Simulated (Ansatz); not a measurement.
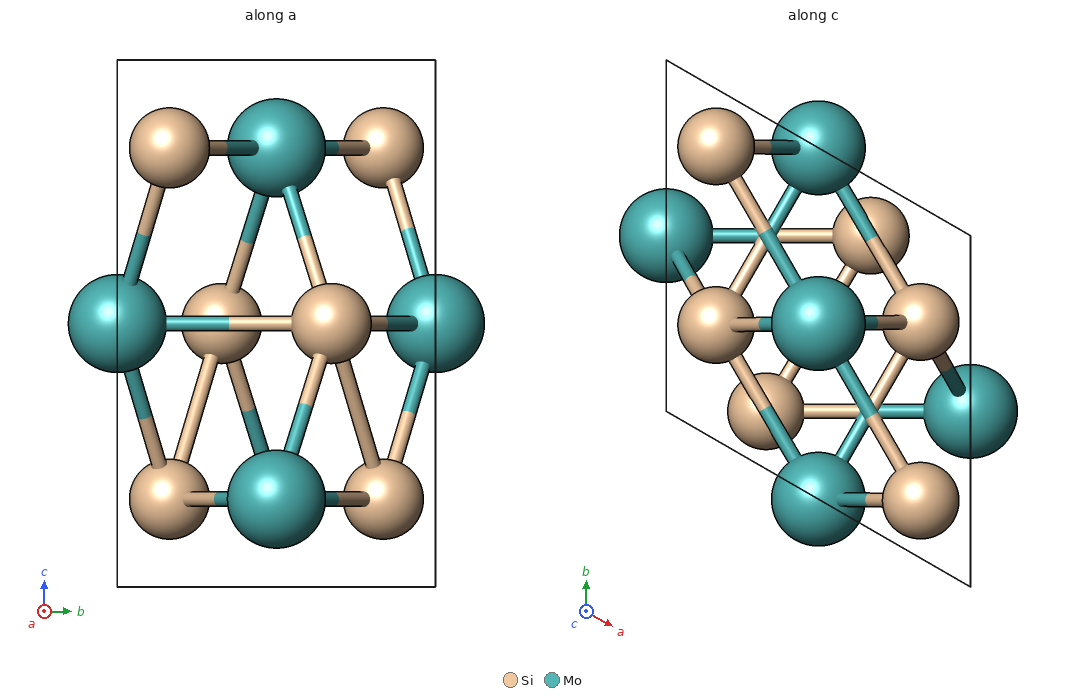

We look at a ball-and-stick model of the crystal along the a axis and along the c axis. Atoms at the boundary of the conventional unit cell (the box) are drawn once for each face, edge or corner they touch.

Si₂Mo, space group P6_222 (No. 180), a = 4.58 Å, b = 4.58 Å, c = 6.58 Å, α = 90.00°, β = 90.00°, γ = 120.00°.

Method used: DFT, r2SCAN, plane waves, PAW in Ansatz 0.2.0. It ran with a kinetic-energy cutoff of 500 eV, a 6×6×4 mesh of k-points, Fermi-Dirac smearing of 0.02 eV, no spin polarisation.

> What does the calculation say: metal or gapped?

A semiconductor at this level, with a gap of 0.16 eV, indirect; the smallest direct gap is 0.69 eV.

> Which way would the volume go on relaxing?

The computed pressure is 0.0 GPa, close to zero.

Provenance: a structure listed in the Materials Project. Earlier steps of the study may have refined or changed the cell and positions. It was the input of a calculation with Ansatz.
